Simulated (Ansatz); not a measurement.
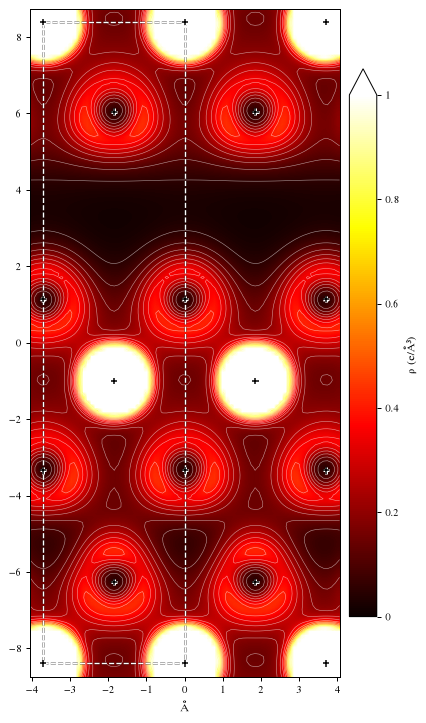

The valence electron density on a plane through atoms (crosses mark nuclei in the plane).

Method: DFT PBE, scalar-relativistic, plane waves, PAW in Ansatz.

Candidates:
A. Sn3Se, a = 5.27 Å, b = 5.27 Å, c = 7.46 Å, α = 90.00°, β = 90.00°, γ = 90.00°. Space group I4mm; a structure from a database of computed crystals, not necessarily the ambient phase; changed on purpose from its base cell (atom 4 (Se) moved +0.394 A along Cartesian [1 0 0]); not relaxed (largest force 0.5 eV/Å).
B. ZrSi2, a = 3.68 Å, b = 3.71 Å, c = 16.79 Å, α = 90.00°, β = 90.00°, γ = 90.00°. Space group Pmm2; not relaxed (largest force 0.8 eV/Å); computed pressure about −2 GPa in this cell.

> Which system is this?

Candidate B: ZrSi2 on the (100) plane of the conventional cell, which holds Zr and Si. Zr–Si (2.83 Å): ρ is about 0.27 e/Å³ halfway. Zr–Si (2.99 Å): ρ is about 0.21 e/Å³ halfway.
